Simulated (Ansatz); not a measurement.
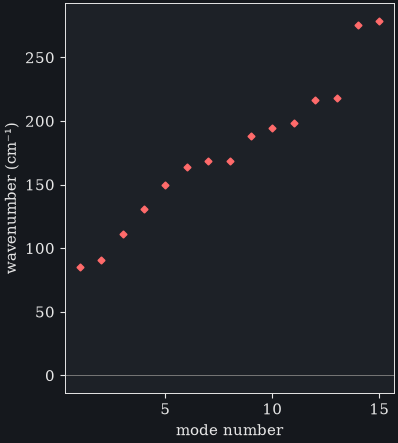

Plotted: zone-centre optical phonon frequencies (the three acoustic modes are left out) for AlCu₅, space group Pmmm (No. 47) (cell built by us, not taken from a database).

Starting cell:
```
CELL_PARAMETERS angstrom
2.67084 0.00000 0.00000
0.00000 3.55053 0.00000
0.00000 0.00000 7.84865
ATOMIC_POSITIONS crystal
Al 0.50000 0.50000 0.50000
Cu 0.50000 0.50000 0.83629
Cu 0.00000 0.00000 0.67027
Cu 0.00000 0.00000 0.32973
Cu 0.50000 0.50000 0.16371
Cu 0.00000 0.00000 0.00000
```

Method: harmonic phonon frequencies at the zone centre with atoms at rest in the given cell, without the long-range term of polar modes, the three translations left out, imaginary frequencies are negative; plane waves with PAW datasets, Γ-centred k mesh (Ansatz 0.2.0). Level: PBE, no spin polarisation.

```tsv
setting	value
wave cutoff	420 eV
k mesh	16×12×6
occupations	Fermi–Dirac
smearing width	0.15 eV
pressure	0 GPa
phonon method	linear response
```

Q: Are there unstable modes?

A: No frequency is imaginary, so the structure is stable to these displacements (zone-boundary modes weren't tested here).

Q: What is the highest frequency?

A: The highest mode lies at 278.6 cm⁻¹.

Limits of the calculation: metal sensitive to the k mesh.
